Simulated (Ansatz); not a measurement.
SiGe₂

The calculation's input:

```
crystal:
  lattice:
    - [3.9538420109, 0.0, 0.0]
    - [-1.9769210054, 3.424127624, 0.0]
    - [0.0, 0.0, 9.6583490702]
  atoms:
    - { symbol: Si, position: [0.0, 0.0, -0.0017084882] }
    - { symbol: Si, position: [0.6666666667, 0.3333333333, 0.6681121495] }
    - { symbol: Ge, position: [0.3333333333, 0.6666666667, 0.3332235851] }
    - { symbol: Ge, position: [0.6666666667, 0.3333333333, 0.9168840578] }
    - { symbol: Ge, position: [0.3333333333, 0.6666666667, 0.5872658529] }
    - { symbol: Ge, position: [0.0, 0.0, 0.246222843] }
kpoints:
  mp_grid: { grid: [6, 6, 2] }
  band_path:
    path:
      - [0.0, 0.0, 0.0]
      - [0.5, 0.0, 0.0]
      - [0.3333333333, 0.3333333333, 0.0]
      - [0.0, 0.0, 0.5]
      - [0.5, 0.0, 0.5]
      - [0.3333333333, 0.3333333333, 0.5]
      - [0.0, 0.411458, 0.182292]
    npoints: 1
hamiltonian:
  xc: pbe0
scf:
  occupations: { method: fixed }
  n_extra_bands: 5
output:
  forces: true
  stress: true
  eigenvalues: true
  write_density: true
  write_potential: true
  elf: true
  volumetric_format: npy
```

Command:

```sh
ansatz run input.yaml --threads 4 --pin off --max-ram 6451MiB --backend cpu --events-out ev --progress --plain --runs-dir out
```

Below, planes, directions and counts refer to the conventional cell (a = 3.95 Å, b = 3.95 Å, c = 9.66 Å, α = 90.00°, β = 90.00°, γ = 120.00°).

Space group P3m1; started from the ordered alloy on diamond lattice prototype, which need not be the ambient phase.

Computed with DFT, PBE0, plane waves, PAW (Ansatz 0.2.0).

In a PAW calculation such maps are meaningful between the atoms, not at the nuclei.

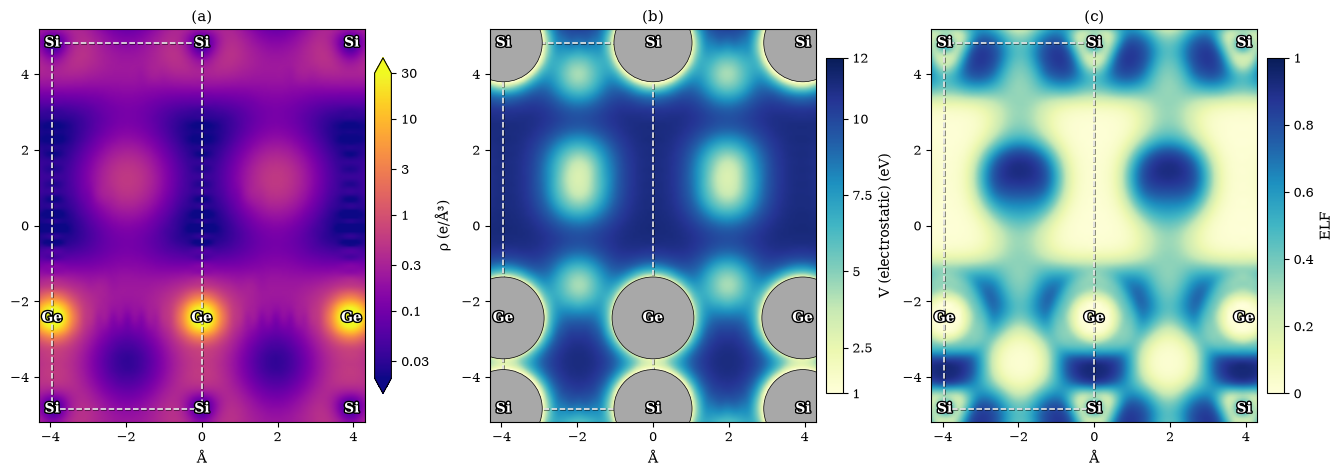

Figure 1. (a) valence charge density (pseudo); (b) electrostatic potential energy of an electron; (c) electron localisation function on the (010) plane of the conventional cell. Grey discs cover the atomic cores in the potential map.

Describe what can be read from this map.

Answer. The plane passes through Si and Ge nuclei.
Si–Ge (2.39 Å): ρ is about 0.55 e/Å³ halfway; the ELF peaks at about 0.95 between the atoms: localised, covalent bonding.
Between the atoms the lowest density in this plane is 0.006 e/Å³.
Outside the cores the potential energy rises away from the atoms and is highest about 2.3 Å from the nearest atoms; its zero is arbitrary.

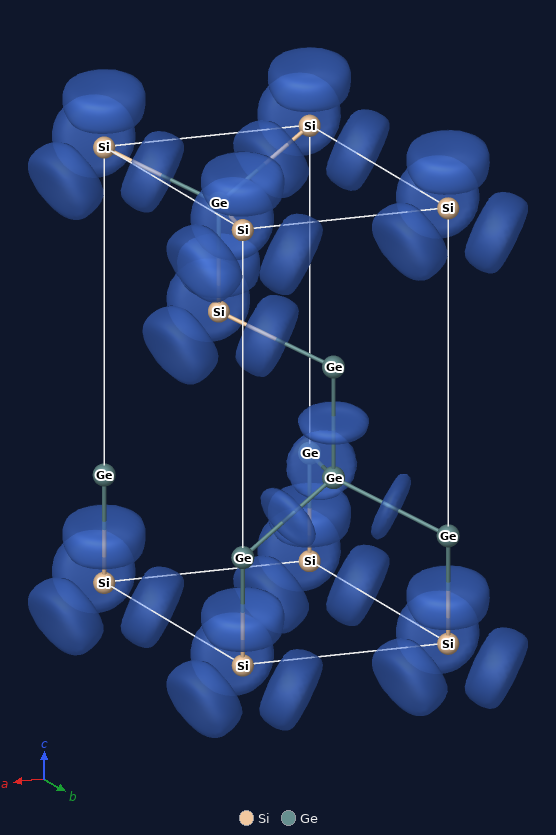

Figure 2. Isosurface of the ELF at 0.7 (blue), seen at an oblique angle. Core shells and regions of very low density are left out. Sticks mark near contacts.

Where are the electrons localised?

Answer. The ELF exceeds this value in four regions between bonded Ge–Ge atoms (shared pairs) and eight regions between bonded Ge–Si atoms (shared pairs), counted in one cell of 6 atoms. Regions shared between cells count once. Profiles from the grid: Ge–Ge (2.43 Å): the ELF peaks at about 0.80 between the atoms (a shared electron pair).

Metal or insulator at this level of theory?

Answer. It is gapped, with a Kohn–Sham gap of 1.7 eV on the k-point mesh (the band edges may lie off the mesh, which would make the gap smaller).
